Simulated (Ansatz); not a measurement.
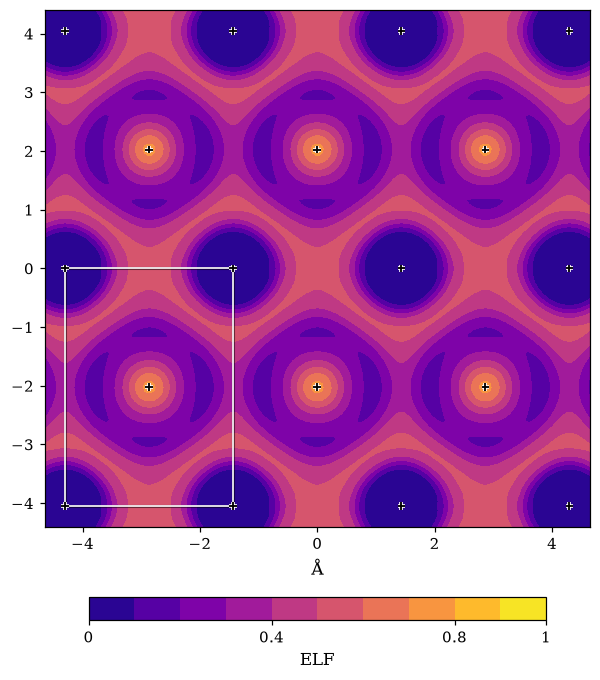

The ELF on a plane through atoms (crosses mark nuclei in the plane).

All numbers below come from DFT r2SCAN, scalar-relativistic, plane waves, PAW (Ansatz).

Candidates:
A. Rh, a = 3.80 Å, b = 3.80 Å, c = 3.80 Å, α = 90.00°, β = 90.00°, γ = 90.00°. Space group Fm-3m; a structure from a database of computed crystals, not necessarily the ambient phase; computed without spin polarisation.
B. AlNi, a = 2.86 Å, b = 2.86 Å, c = 2.86 Å, α = 90.00°, β = 90.00°, γ = 90.00°. Space group Pm-3m; a structure from a database of computed crystals, not necessarily the ambient phase; computed without spin polarisation.
C. Pt, a = 3.94 Å, b = 3.94 Å, c = 3.94 Å, α = 90.00°, β = 90.00°, γ = 90.00°. Space group Fm-3m; a structure from a database of computed crystals, not necessarily the ambient phase.

Q: Which system is this?

A: Candidate B: AlNi on the (11̄0) plane of the conventional cell, which holds Al and Ni. Al–Ni (2.48 Å): the ELF is about 0.40 at the midpoint.
